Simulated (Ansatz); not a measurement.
## Geometry relaxation of C (part 2 of 2)

C (slab, 6 atoms in the cell); DFT PBE+D3(BJ), scalar-relativistic, plane waves, PAW, no spin polarisation (Ansatz 0.2.0); cutoff 420 eV, 18×18×1 k-mesh, Gaussian smearing of 0.1 eV. The structure derives from an entry of the Crystallography Open Database.

Geometry of the input (Å; fractional positions):
```
2.4650  0.0000  0.0000
-1.2325  2.1347  0.0000
0.0000  0.0000  39.4811
C  0.0000  0.0000  0.4146
C  0.6667  0.3333  0.4146
C  0.0000  0.0000  0.5000
C  0.3333  0.6667  0.5000
C  0.0000  0.0000  0.5854
C  0.6667  0.3333  0.5854
```

```
basis re-selected at this cell: Δ(F+E_penalty+E_count) = -3.576e-5 eV, ΔP = +0.002 N/m vs the last step (what re-selecting the basis moved, of the pressure what is left beyond the Pulay correction that the steps carried, after the strain that the cell walked since its last selection, with what the two solves' SCF thresholds leave and, on support functions, any second-order correction that the steps lacked; it is no measure of the basis error at this ecutwfc). This SCF's stress stands 1.95e-2 N/m from its target on what of the cell is left free (relax.cell.stress_2d_tol is 2.00e-2 N/m) and its largest allowed force component is 3.03e-4 eV/Å (relax.f_tol is 5.00e-3 eV/Å): within both
WARN: The output density's exchange-correlation potential varies sharply where the density is thin. Do not read a vacuum level from v_tot or v_xc, or from such a field of the output density. On a cell that repeats whose density bears no net charge and no dipole along the vacuum's axis use v_es (v_loc + v_h of the components); under efield.dipole_correction with no amplitude use v_es + v_field, which holds any external_charges[].barrier, or the levels of the report's work_function block, which leave it out; under a non-zero efield.amplitude the vacuum is tilted and has no level; on a cell that repeats and bears such a dipole with no correction it is tilted too, and efield.dipole_correction with no amplitude gives each side of its ramp a level where efield: is served; in a cell that repeats whose density bears a net charge (total_charge, or a fill off its count) it is curved and has none; of a slab under crystal.periodic whose density bears no net charge use v_es, which has a level on each side, short of where the two are joined; of another it falls or rises all the way out and has none; of a slab beside external_charges read slab_vacuum_level instead, which it has where they leave it neutral. The grid or the basis barely resolves most such structure, and the values can differ between equally converged runs; as a rule a tighter scf.convergence.dr2_threshold does not remove it. Where the density itself ripples (under the LDA too) a higher basis.ecutwfc lessens it. The files hold the spikes' plane waves up to the density's cutoff. Files: v_tot_of_output_density and the like, and their columns of v_z.tsv (output.write_potential); v_xc_of_output_density and the like, and their columns of v_comp_z.tsv (output.write_potential_components). Measured: with its Gaussian average of σ = 0.25 Å subtracted twice, the exchange-correlation potential is over 0.1 eV at 47 of the grid points where the equally averaged density (valence and model cores) is under 1e-3 e/Å³, and 0.385 eV at the most among them, at an averaged density of 1.6e-7 e/Å³. The input density's (outcome.potential() and, of a run that writes arrays, v_tot and v_xc) is over 0.1 eV, so measured, at 4 points of its own thin density, 0.146 eV at the most. See output.write_potential in the manual, Limitations
SCF converged after 6 iterations
an eigenvalue changed by more than its tolerance at an iteration that met the thresholds in force, so the SCF went on 1 time: the last check found none over its tolerance
Free energy (F): -1506.387889 eV
Harris-Foulkes:  -1506.387889 eV  (|F-HF|=4.37e-11)
Internal energy: -1506.386504 eV  (E = F + TS)
E sigma→0 (E₀):  -1506.387196 eV
Entropy (-TS):   -0.001384 eV (-0.231 meV/atom)
Fermi energy:    -4.278818 eV
--- Per-component energies (eV) ---
  E_band       = -321.912574
  E_kinetic    = 545.421342
  E_local      = -66684.829838  (includes V_loc(G=0)·N_el)
  E_nonlocal   = 163.805217
  E_hartree    = 33025.539559
  E_xc         = -287.995714
  E_vxc        = -356.567055  (∫ρ·V_xc dr)
  E_paw        = -596.064199  (= ΣΔE_a)
  E_vpaw       = -40.821437  (= ΣTr[D̂ρ^β])
  E_aug_tail   = 0.000045  (compensation charges beyond the density's cutoff)
  E_ewald      = 32328.518586
  E_disp       = -0.781501  (pairwise vdW)
  E_smearing   = -0.001384  (= −TS)
  E_closure    = -0.000000  (closes the sum)
  Σ components = -1506.387889   (vs F -1506.387889, Δ=0.00e0)
--- Forces (eV/Å), atoms counted from 1 ---
  atom   1  C      0.00000000     0.00000000    -0.00015033
  atom   2  C     -0.00000000    -0.00000000     0.00030308
  atom   3  C      0.00000000    -0.00000000     0.00000000
  atom   4  C      0.00000000     0.00000000     0.00000000
  atom   5  C      0.00000000     0.00000000     0.00015033
  atom   6  C     -0.00000000    -0.00000000    -0.00030308
  max |Σ_I F_I| component: 1.48e-16 eV/Å
--- 2D stress c σ (N/m, compression-positive) ---
        0.019525       0.000000       0.000000
        0.000000       0.019525       0.000000
        0.000000       0.000000       0.000000
  P = ½ c Tr σ = 0.0195 N/m
--- Band table (eV; the first three rows and the last of 37) ---
  k-point 0: bands = ["-23.8878", "-23.7926", "-23.6925", "-12.5180", "-11.9017", "-11.2120", "-7.3078", "-7.3078", "-7.3048", "-7.3048", "-7.2949", "-7.2949", "-0.7804 (-0.7806°)", "-0.6117 (-0.6124°)", "0.3337", "0.4202", "1.0547", "1.5636"]
  k-point 1: bands = ["-23.8144", "-23.7197", "-23.6200", "-12.4291", "-11.8144", "-11.1270", "-7.6084", "-7.6030", "-7.5910", "-7.4661", "-7.4615", "-7.4501", "-0.6825 (-0.6827°)", "-0.5127 (-0.5133°)", "0.4338", "0.5213", "1.1491", "1.6634"]
  k-point 2: bands = ["-23.5947", "-23.5013", "-23.4029", "-12.1632", "-11.5536", "-10.8726", "-8.4325", "-8.4217", "-8.4047", "-7.8853", "-7.8779", "-7.8639", "-0.3887 (-0.3889°)", "-0.2157 (-0.2163°)", "0.7341", "0.8246", "1.4324", "1.9625"]
  k-point 36: bands = ["-16.9289", "-16.8695", "-16.8674", "-16.8665", "-16.8621", "-16.8063", "-14.8356", "-14.8334", "-14.8297", "-4.7104", "-4.2889", "-4.2824", "-4.2765", "-4.2675", "-3.8170", "6.0949", "6.2601", "6.5616"]
  ° read free of the cell's end (the report's vacuum.weakly_bound_levels)
--- Relaxed structure (3 steps of the walk, 3 accepted, 1 SCFs on fresh bases) ---
  F+E_penalty+E_count = -1506.38788859 eV   max|allowed force component| = 3.031e-4 eV/Å   (the final SCF, on the basis selected at the relaxed cell)
  cell:  # Å, volume = 207.7839 Å³
    - [2.4651656470381322, -1.068750098513855e-34, 0.0]
    - [-1.2325828235190661, 2.134896074871725, 0.0]
    - [0.0, 0.0, 39.4810792268]
  atoms:
    - { symbol: C, position: [-1.8503717079240065e-17, -1.2335811384544469e-17, 0.4141009925174323] }
    - { symbol: C, position: [0.6666666666666666, 0.3333333333333333, 0.41409018267051884] }
    - { symbol: C, position: [-1.8503717079240052e-17, -1.233581138454444e-17, 0.5] }
    - { symbol: C, position: [0.3333333333333333, 0.6666666666666667, 0.5] }
    - { symbol: C, position: [-1.8503717079240065e-17, -1.2335811384544464e-17, 0.5858990074825678] }
    - { symbol: C, position: [0.6666666666666666, 0.3333333333333333, 0.5859098173294812] }
```

Trajectory as extended XYZ (Å, eV, eV/Å), 4 frames, from step=1 to step=4:
```
6
Lattice="2.4650 0.0000 0.0000 -1.2325 2.1347 0.0000 0.0000 0.0000 39.4811" Properties=species:S:1:pos:R:3:forces:R:3 step=1 energy=-1506.38774
C     0.0000    0.0000   16.3703    0.0000   0.0000   0.0041
C     1.2325    0.7116   16.3703    0.0000   0.0000  -0.0106
C     0.0000    0.0000   19.7405    0.0000   0.0000   0.0000
C     0.0000    1.4231   19.7405    0.0000   0.0000   0.0000
C     0.0000    0.0000   23.1108    0.0000   0.0000  -0.0041
C     1.2325    0.7116   23.1108    0.0000   0.0000   0.0106
6
Lattice="2.4651 0.0000 0.0000 -1.2326 2.1348 0.0000 0.0000 0.0000 39.4811" Properties=species:S:1:pos:R:3:forces:R:3 step=2 energy=-1506.38782
C     0.0000    0.0000   16.3380    0.0000   0.0000  -0.0011
C     1.2326    0.7116   16.3374    0.0000   0.0000   0.0045
C     0.0000    0.0000   19.7405    0.0000   0.0000   0.0000
C     0.0000    1.4232   19.7405    0.0000   0.0000   0.0000
C     0.0000    0.0000   23.1431    0.0000   0.0000   0.0011
C     1.2326    0.7116   23.1437    0.0000   0.0000  -0.0045
6
Lattice="2.4652 0.0000 0.0000 -1.2326 2.1349 0.0000 0.0000 0.0000 39.4811" Properties=species:S:1:pos:R:3:forces:R:3 step=3 energy=-1506.38785
C     0.0000    0.0000   16.3492    0.0000   0.0000  -0.0001
C     1.2326    0.7116   16.3487    0.0000   0.0000   0.0003
C     0.0000    0.0000   19.7405    0.0000   0.0000   0.0000
C     0.0000    1.4233   19.7405    0.0000   0.0000   0.0000
C     0.0000    0.0000   23.1319    0.0000   0.0000   0.0001
C     1.2326    0.7116   23.1324    0.0000   0.0000  -0.0003
6
Lattice="2.4652 0.0000 0.0000 -1.2326 2.1349 0.0000 0.0000 0.0000 39.4811" Properties=species:S:1:pos:R:3:forces:R:3 step=4 energy=-1506.38789
C     0.0000    0.0000   16.3492    0.0000   0.0000  -0.0001
C     1.2326    0.7116   16.3487    0.0000   0.0000   0.0003
C     0.0000    0.0000   19.7405    0.0000   0.0000   0.0000
C     0.0000    1.4233   19.7405    0.0000   0.0000   0.0000
C     0.0000    0.0000   23.1319    0.0000   0.0000   0.0001
C     1.2326    0.7116   23.1324    0.0000   0.0000  -0.0003
```

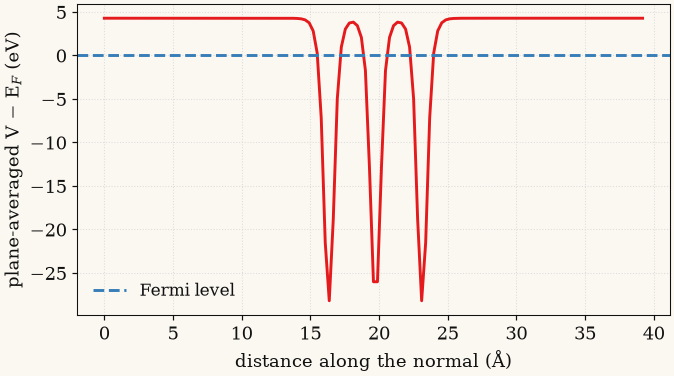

*Plane average of the electrostatic potential energy of an electron across the cell, from the Fermi level.*

The vacuum level lies 4.28 eV above the Fermi level.

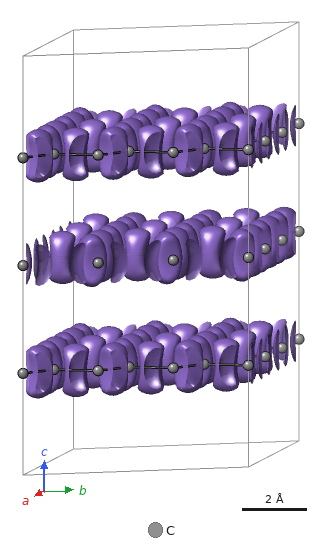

*Isosurface of the electron localisation function at 0.7 (purple), seen slightly off an axis. Only the valence region is drawn (cores and ρ < 0.01 e/Å³ removed). Sticks mark near contacts.*

Counts are for one cell; the picture repeats the cell along the surface. Profiles from the grid: C–C (1.42 Å): the ELF peaks at about 0.95 between the atoms, which marks a shared electron pair. Core electrons are frozen (PAW), so the fields are smoothed inside the atomic spheres.

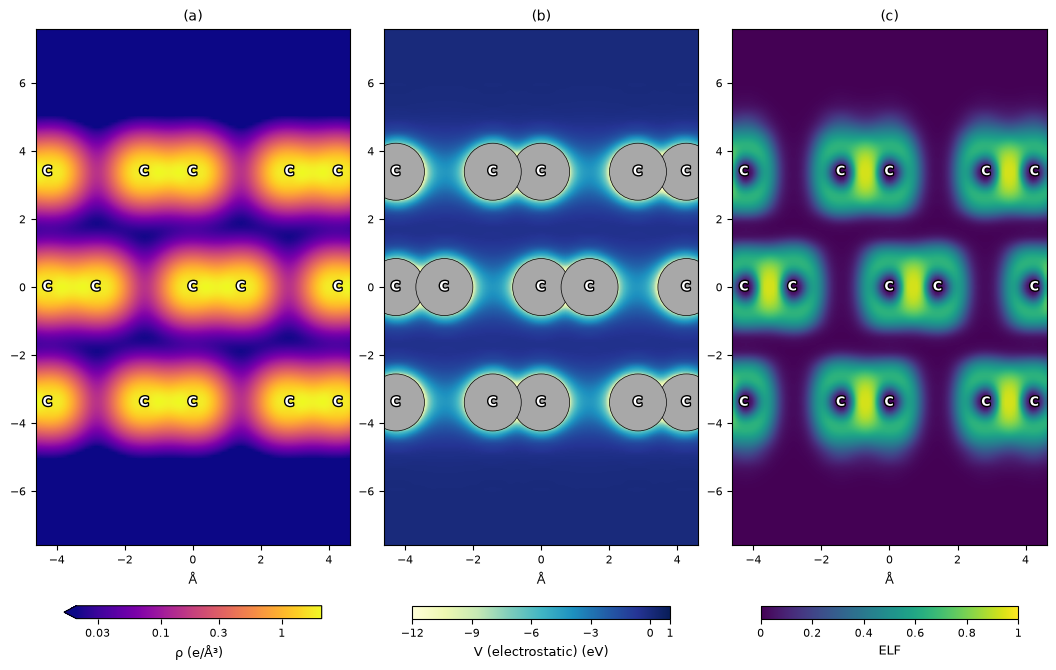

*(a) valence charge density (pseudo); (b) electrostatic potential (local pseudopotential plus Hartree) felt by an electron; (c) electron localisation function on the (110) plane of the calculation cell, a cut from vacuum to vacuum. Grey discs, where drawn, cover atomic cores.*

The plane passes through C nuclei. C–C (1.42 Å): ρ is about 2 e/Å³ halfway; the ELF peaks at about 0.95 between the atoms, which marks a covalent bond. The density dies away to nearly zero in the vacuum.
